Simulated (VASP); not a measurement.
# CO2: 7 runs along one coordinate

System: CO2 (Cmce, 6 atoms in the cell).
Method: Kohn-Sham DFT of a periodic cell, PBEsol, VASP PAW PBE potentials, recommended, no spin polarisation (VASP 6.6.1).

The 7 runs differ only in the geometry, by an even scaling of the cell at fixed fractional positions. The structure derives from a Materials Project entry.

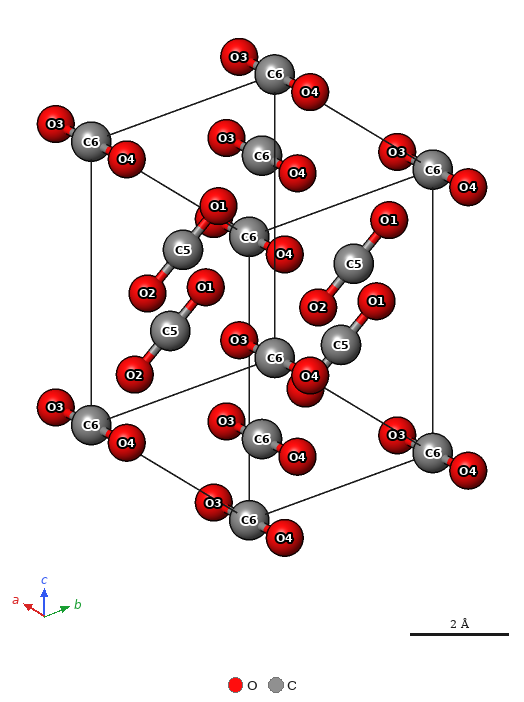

Figure 1. The structure of run 4 (ball-and-stick view of the cell 2 times as large as that of the calculation, set on its symmetry axes, seen at an oblique angle; atoms are numbered from 1 in the order of the input).

**INCAR of run 4**
```
SYSTEM = CO2
ALGO = Normal ; EDIFF = 1E-7
ENCUT = 520 ; GGA = PS
ISIF = 2 ; ISMEAR = -1
KPAR = 2 ; LASPH = .True.
LCHARG = .True. ; LREAL = .False.
LVHAR = .True. ; LWAVE = .False.
NBANDS = 25 ; NELM = 100
PREC = Accurate ; SIGMA = 0.05
```

**KPOINTS of run 4**
```
k-points
0
Gamma
  8 8 4
  0 0 0
```

**POSCAR of run 4**
```
CO2
1.0
    2.6359112300     -2.3873781200      0.0000000000
    2.6359112300      2.3873781200      0.0000000000
    0.0000000000      0.0000000000      6.5871749100
O C
4 2
Direct
    0.3065085700      0.6934914300      0.6081566100
    0.6934914300      0.3065085700      0.3918433900
    0.1934914300      0.8065085700      0.1081566100
    0.8065085700      0.1934914300      0.8918433900
    0.5000000000      0.5000000000      0.5000000000
    0.0000000000      0.0000000000      0.0000000000
```

Command:
```bash
cat potpaw_PBE.64/O/POTCAR potpaw_PBE.64/C/POTCAR > POTCAR
mpirun -np 2 vasp_std > vasp.out
```

Run 3 has the same physical settings and fractional positions; its lattice vectors (Å) are:
```
   2.618220   -2.371355    0.000000
   2.618220    2.371355    0.000000
   0.000000    0.000000    6.542964
```

**Results, with one run withheld**

```tsv
run	volume per atom (Å³)	free energy per atom, from the lowest run given (meV)	pressure (GPa)	gap on the mesh (eV)
1	12.988	42.06	12.11	6.79
2	13.265	23.61	8.70	6.70
3	13.541	?	?	?
4	13.818	3.06	2.78	6.52
5	14.094	0.00	0.21	6.44
6	14.370	1.20	−2.12	6.36
7	14.647	6.25	−4.25	6.29
```

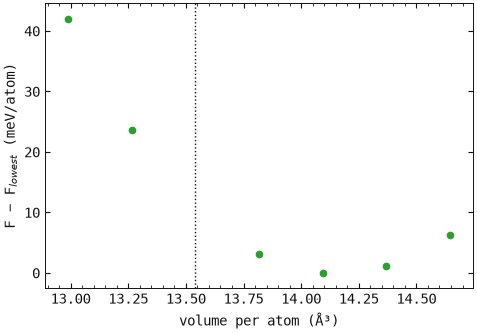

Figure 2. Free energy per atom of the runs given; the dotted line marks run 3.

What should run 3 give?

A cubic polynomial in V^(−2/3) (the Birch–Murnaghan form), fitted to the 6 runs given, misses them by at most 0.01 meV per atom. With x = V^(−2/3) − 0.17345 Å⁻², it reads F = 2.5988 + 2118.7 x + 4.1729e+05 x² − 4.1522e+05 x³ (meV per atom). At run 3 it gives 10.80 meV per atom, and the run itself gives 10.76. The slope of the fit gives a pressure −dF/dV of 5.91 GPa there, and the run prints 5.60 GPa. The two needn't agree exactly: the fit is approximate, and the printed stress is taken on a finite basis. The fit has its minimum at 14.152 Å³ per atom, where V d²F/dV² gives 124 GPa. Cell shape and fractional positions are held, so this is the stiffness under even scaling; the relaxed bulk modulus wasn't computed and can be far lower in a crystal of layers, chains or molecules like this one. The gap on the mesh goes, without turning, from 6.79 eV in run 1 to 6.29 eV in run 7; run 3 has 6.61 eV. These are gaps of this functional on this mesh, which can miss the band edges; they aren't the measured gap.

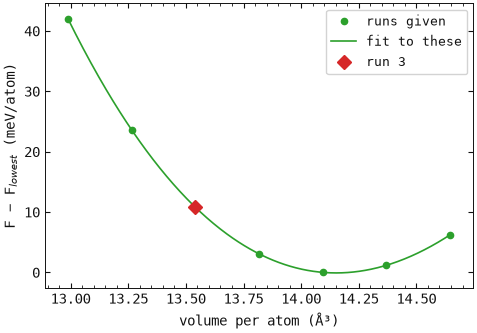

Figure 3. The fit and the withheld run.

**OSZICAR and lines of OUTCAR (run 3)**
```
N       E                     dE             d eps       ncg     rms          rms(c)
DAV:   1     0.164663812566E+03    0.16466E+03   -0.16956E+04  3150   0.118E+03
DAV:   2    -0.400761873528E+02   -0.20474E+03   -0.19601E+03  4289   0.273E+02
DAV:   3    -0.504915155001E+02   -0.10415E+02   -0.10352E+02  3780   0.623E+01
DAV:   4    -0.505777909821E+02   -0.86275E-01   -0.86224E-01  3878   0.660E+00
DAV:   5    -0.505787809945E+02   -0.99001E-03   -0.98987E-03  3970   0.694E-01    0.134E+01
DAV:   6    -0.478086476780E+02    0.27701E+01   -0.66569E+00  3632   0.186E+01    0.627E+00
DAV:   7    -0.475990641054E+02    0.20958E+00   -0.36477E-01  3930   0.432E+00    0.340E+00
DAV:   8    -0.475399002322E+02    0.59164E-01   -0.25694E-01  3862   0.319E+00    0.685E-01
DAV:   9    -0.475352492051E+02    0.46510E-02   -0.16582E-02  3819   0.911E-01    0.269E-01
DAV:  10    -0.475354498879E+02   -0.20068E-03   -0.46370E-03  3957   0.427E-01    0.526E-02
DAV:  11    -0.475356121686E+02   -0.16228E-03   -0.12657E-04  3469   0.802E-02    0.211E-02
DAV:  12    -0.475356457223E+02   -0.33554E-04   -0.26044E-05  4049   0.345E-02    0.496E-03
DAV:  13    -0.475356462676E+02   -0.54537E-06   -0.16127E-06  3602   0.920E-03    0.124E-03
DAV:  14    -0.475356462403E+02    0.27313E-07   -0.19809E-07  3509   0.327E-03
   1 F= -.47535646E+02 E0= -.47535646E+02  d E =-.176023E-10
[... from OUTCAR:]
  free energy    TOTEN  =       -47.53564624 eV
  energy without entropy =      -47.53564624  energy(sigma->0) =      -47.53564624
 E-fermi :  -1.9163     XC(G=0):  -8.4174     alpha+bet : -6.1539
  free  energy   TOTEN  =       -47.5356462403 eV
  energy  without entropy=      -47.5356462403  energy(sigma->0) =      -47.53564624
```
